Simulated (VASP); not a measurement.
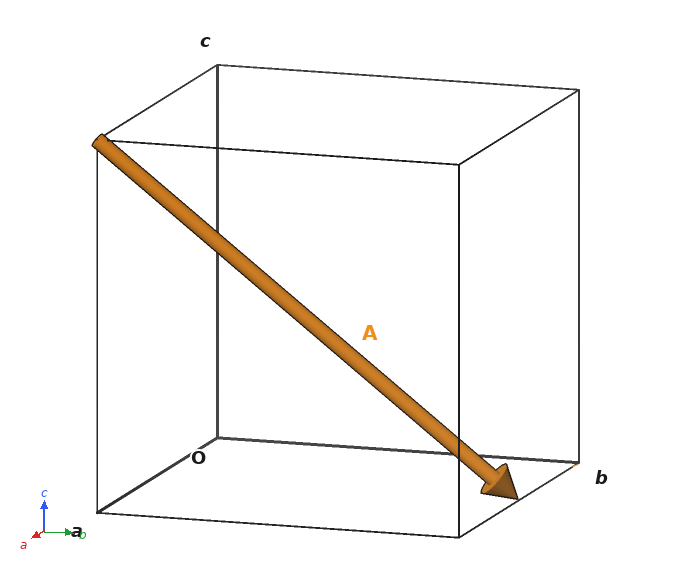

For Ce, a cell listed in the Materials Project, as set up for an electronic-structure calculation: the arrow starts at a corner of the unit cell and ends on its surface; where a tip isn't a corner, dashed lines run from it parallel to the axes. Geometry calculated from the standardised cell; symmetry tolerance 0.002 Å.

a = 3.887 Å, b = 3.887 Å, c = 3.887 Å, α = 90.00°, β = 90.00°, γ = 90.00°.

Question: Give [uvw] of the arrow.

Answer: Arrow A runs from (1, 0, 1) to (1/2, 1, 0), so [−1 2 −2].

Question: How long is the vector ua + vb + wc?

Answer: 11.660 Å.
